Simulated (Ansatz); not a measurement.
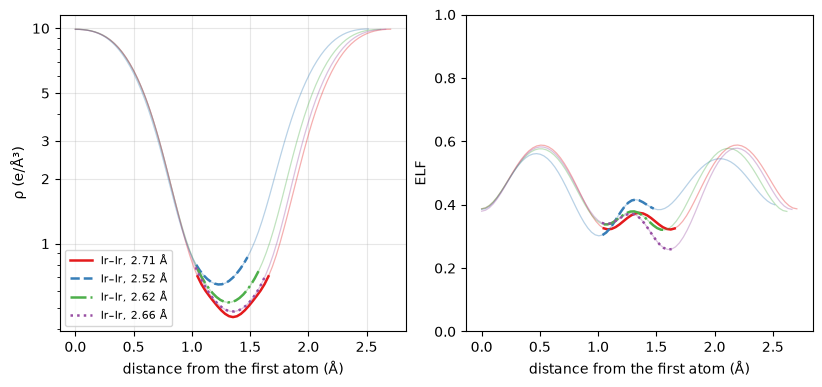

Ir (slab). Valence pseudo-density and electron localisation function along straight lines between neighbouring atoms. Thin, pale parts lie inside the atomic spheres.

Computed without spin polarisation; PAW files of the earlier set (soft_1).

All numbers below come from DFT PBEsol, scalar-relativistic, plane waves, PAW in Ansatz.

Core electrons are frozen (PAW), and the valence fields are smoothed inside the atomic spheres.

Compare the contacts.

Answer. Ir–Ir (2.71 Å): the density is about 0.46 e/Å³ at the midpoint; the ELF is about 0.35 at the midpoint.
Ir–Ir (2.52 Å): ρ at the midpoint is about 0.65 e/Å³; the ELF is about 0.40 at the midpoint.
Ir–Ir (2.62 Å): ρ is about 0.53 e/Å³ halfway; the ELF is about 0.40 at the midpoint.
Ir–Ir (2.66 Å): ρ is about 0.48 e/Å³ halfway; the ELF is about 0.35 at the midpoint.
